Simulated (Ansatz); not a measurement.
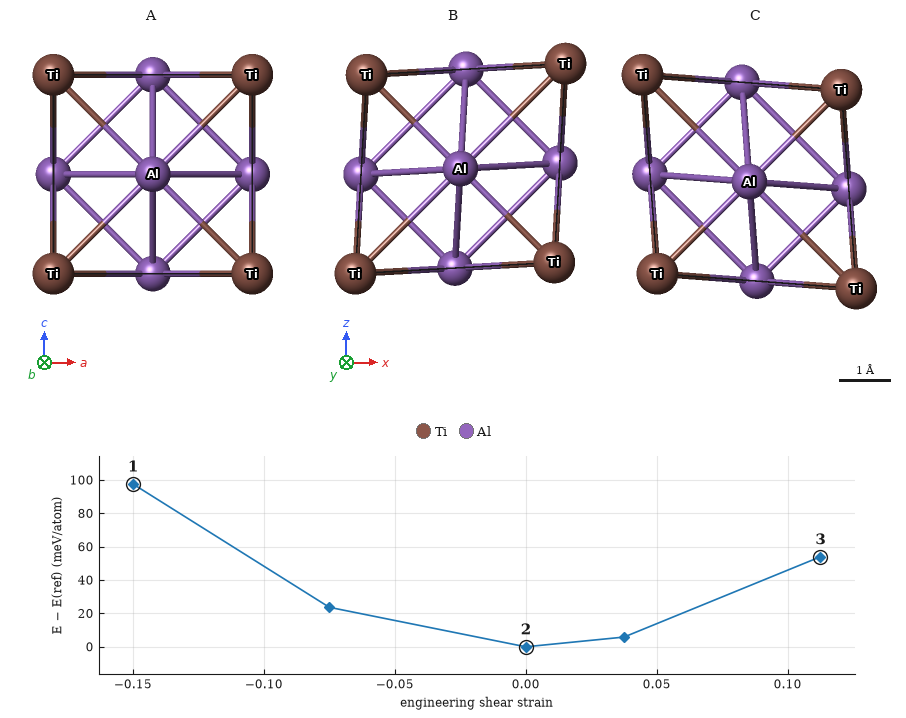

A scan of crystalline TiAl₃ (Pm-3m): the cell is strained in shear in the xz plane, with the atoms kept at their fractional coordinates. x, y and z are the Cartesian axes of the input. The frames are shuffled; the numbered points of the plot belong to them. Style: ball-and-stick. Shown: the cell of the calculation, along the b axis.

The calculation used Ansatz 0.2.0, DFT r2SCAN, scalar-relativistic, plane waves, PAW. Set-up: plane-wave cutoff 500 eV; k-point mesh 12 × 12 × 12; occupations gaussian; smearing width 0.15 eV; no spin polarisation. Energies (free energies at the smearing named) are counted from the relaxed crystal.

Q: Which frame belongs to which numbered point?

A: Point 1 is frame C (the strain −0.15, 97.6 meV/atom); 2 is frame A (the strain 0.00, 0.0 meV/atom); 3 is frame B (the strain 0.1125, 54.0 meV/atom). Of the computed points the lowest is at the strain 0.00, 0.0 meV/atom. The distortion takes the space group from Pm-3m to Cmmm. At the strain −0.15 the cell of the drawing goes a 3.956 → 3.967 Å, c 3.956 → 3.967 Å, β 90.0° → 98.6°.
